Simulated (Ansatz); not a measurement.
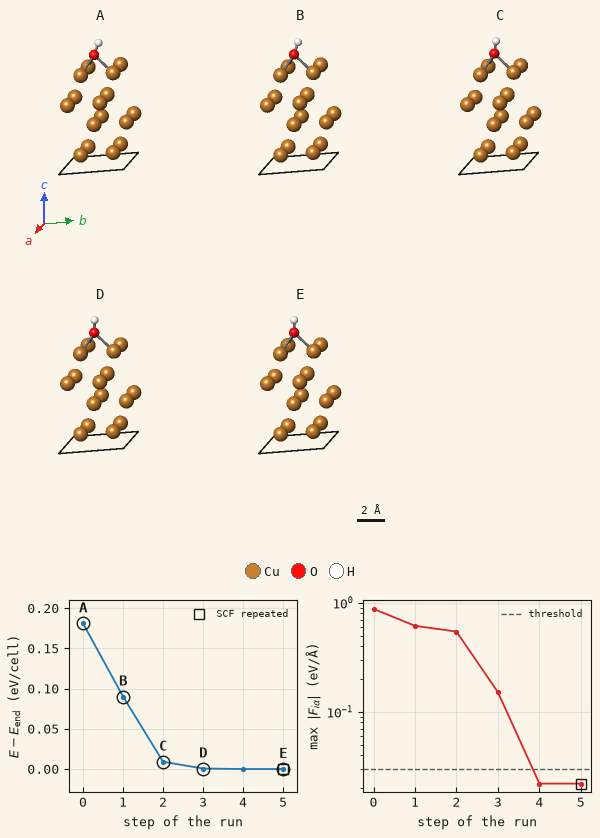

Frames of a constrained relaxation of a slab of composition Cu16HO (cut from the Fm-3m phase), marked on the history of the run. Style: ball-and-stick. Shown: the cell of the calculation, outlined in the plane, without the vacuum (origin shifted), slightly off an axis.

Case: OH put at a hollow Cu-Cu-Cu site. The slab is the (1 1 1) face of Cu with OH on it. 8 atoms are held fixed.

Computed with DFT PBE, scalar-relativistic, plane waves, PAW (Ansatz 0.2.0).

The input:
```yaml
crystal:
  lattice:
    - [5.1332392119, 0.0, 0.0]
    - [-2.5666196059, 4.4455155612, 0.0]
    - [0.0, 0.0, 26.1669083984]
  atoms:
    - { symbol: Cu, position: [0.3333333333, 0.1666666667, 0.3248377634] }
    - { symbol: Cu, position: [0.3333333333, 0.6666666667, 0.3248377634] }
    - { symbol: Cu, position: [0.8333333333, 0.1666666667, 0.3248377634] }
    - { symbol: Cu, position: [0.8333333333, 0.6666666667, 0.3248377634] }
    - { symbol: Cu, position: [0.6666666667, 0.3333333333, 0.4049250287] }
    - { symbol: Cu, position: [0.6666666667, 0.8333333333, 0.4049250287] }
    - { symbol: Cu, position: [0.1666666667, 0.3333333333, 0.4049250287] }
    - { symbol: Cu, position: [0.1666666667, 0.8333333333, 0.4049250287] }
    - { symbol: Cu, position: [0.0, 0.5, 0.4838418547] }
    - { symbol: Cu, position: [0.0, 0.0, 0.4838418547] }
    - { symbol: Cu, position: [0.5, 0.5, 0.4838418547] }
    - { symbol: Cu, position: [0.5, 0.0, 0.4838418547] }
    - { symbol: Cu, position: [0.3333333333, 0.6666666667, 0.5628082533] }
    - { symbol: Cu, position: [0.3333333333, 0.1666666667, 0.5628082533] }
    - { symbol: Cu, position: [0.8333333333, 0.6666666667, 0.5628082533] }
    - { symbol: Cu, position: [0.8333333333, 0.1666666667, 0.5628082533] }
    - { symbol: O, position: [0.1666666667, 0.3333333333, 0.6132536471] }
    - { symbol: H, position: [0.145727602, 0.3986479654, 0.6468839097] }
basis:
  ecutwfc: 420
kpoints:
  mp_grid: { grid: [6, 6, 1] }
hamiltonian:
  xc: pbe
scf:
  occupations: { method: gaussian, width: 0.1 }
output:
  forces: true
  eigenvalues: true
  write_density: true
  write_potential: true
  elf: true
  volumetric_format: npy
relax:
  adjacent_minimum: "off"
  f_tol: 0.03
  max_steps: 70
  constraints: [{ sites: [0, 1, 2, 3, 4, 5, 6, 7] }]
efield:
  axis: 3
  dipole_correction: true
  ramp_width: 0.04
```

Run as
```bash
ansatz run input.yaml --threads 4 --pin off --max-ram 10240MiB --backend cpu --events-out ev --progress --plain --runs-dir out
```

> What happens along the run?

Over 4 accepted moves (5 points after the start) the energy falls by 0.181 eV per cell of the calculation. Largest force component: 0.88 eV/Å at the start, 0.022 eV/Å at the end. 1 step only repeated the SCF at the same geometry. The largest move is that of H18, 0.42 Å at 63° to the normal (+c side). By element the largest moves are H 0.42 Å, Cu 0.10 Å, O 0.10 Å. The cell stays as it was. Among the contacts that change: Cu13–Cu14 2.567 → 2.640 Å, Cu13–Cu14 (another image) 2.567 → 2.493 Å, Cu10–Cu15 2.543 → 2.473 Å, Cu9–Cu15 2.543 → 2.475 Å. Among the angles between lasting bonds that change: Cu14–O17–H18 154.4° → 132.6°, Cu13–O17–H18 112.4° → 131.5°, Cu16–O17–H18 122.3° → 131.7°. From step 0 to 1: H18 moves most (0.07 Å), energy −90.9 meV per cell of the calculation. From step 1 to 2: H18 moves most (0.20 Å), energy −81.1 meV per cell of the calculation. From step 2 to 3: H18 moves most (0.14 Å), energy −8.4 meV per cell of the calculation. From step 3 to 5: H18 moves most (0.04 Å), energy −0.6 meV per cell of the calculation.

```
step  E − E(0), meV/atom  largest force component, eV/Å                         note
   0                0.00                         0.8774                             
   1               -5.05                         0.6144                             
   2               -9.56                         0.5440                             
   3              -10.03                         0.1513                             
   4              -10.06                         0.0220                             
   5              -10.06                         0.0220  same geometry, SCF repeated
```

Limits of the set-up: the cell has an odd number of electrons but was run without spin polarisation; the periodic images lie only 5.1 Å apart, so the values are limited by the cell's size.
